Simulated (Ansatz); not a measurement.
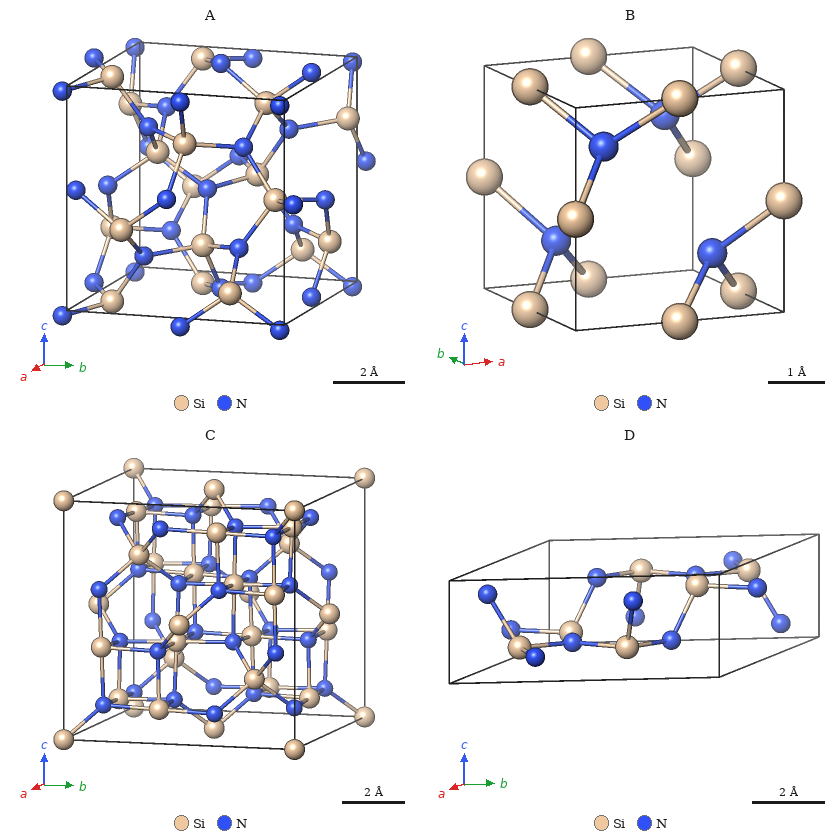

Four structures of Si$_{3}$N$_{4}$, each relaxed to rest (conventional cells in solid outline, small ones repeated, each panel with its own scale). Method: DFT PBE, scalar-relativistic, plane waves, PAW (Ansatz 0.2.0), without spin polarisation.

Question: Give the type and space group of each panel.

Answer: A: 28 atoms a cell on a body-centred cubic lattice, I-43d; B: 7 atoms a cell on a primitive cubic lattice, P-43m; C: 56 atoms a cell on a face-centred cubic lattice, Fd-3m; D: 14 atoms a cell on a primitive hexagonal lattice, P6_3/m.

Question: Rank them by energy, lowest first.

Answer: D, then A (+99 meV/atom), C (+143 meV/atom) and B (+243 meV/atom), energies at zero smearing.

Question: Collect the results in a table.

Answer:
| panel | structure | E − E(lowest) (meV/atom) | volume (Å³/atom) | gap (eV) |
| --- | --- | --- | --- | --- |
| D | P6_3/m | 0 | 10.6 | 4.27 |
| A | I-43d | 99 | 9.8 | 4.04 |
| C | Fd-3m | 143 | 8.4 | 3.34 |
| B | P-43m | 243 | 10.1 | 2.73 |

Some of these may be structure types tried for this composition rather than known phases, and the most stable form need not be among them. Gaps are taken on the k-mesh or band path of each run.
